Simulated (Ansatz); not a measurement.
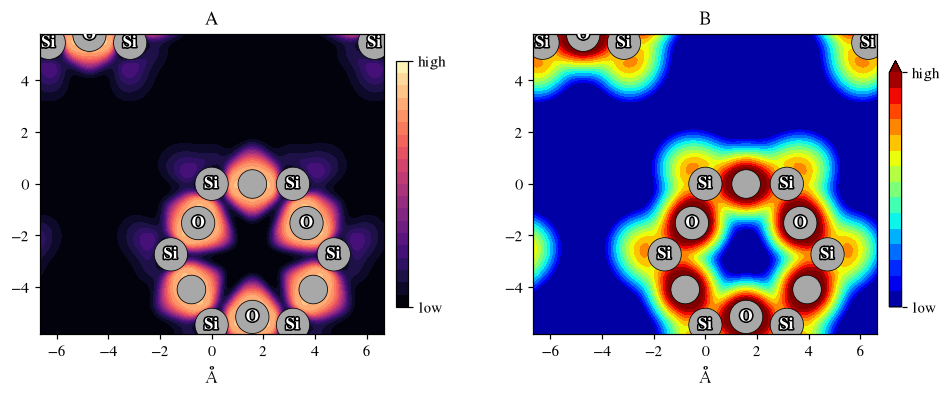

SiO₂: 2 fields on the (111) plane of the conventional cell, with unlabelled colour scales. Grey discs cover the atomic cores.

Space group I-43m; a structure from a database of computed crystals, not necessarily the ambient phase.

These are results of DFT, r2SCAN, plane-wave PAW, default files, scalar-relativistic in Ansatz 0.2.0, not measurements.

Match the panels to the quantities (electron localisation function and valence pseudo-density).

Answer. Panel A: electron localisation function. Panel B: valence pseudo-density. From the grid: Si–O (1.61 Å): ρ at the midpoint is about 1.3 e/Å³; the ELF peaks at about 0.85 between the atoms (a shared but strongly polarised pair).
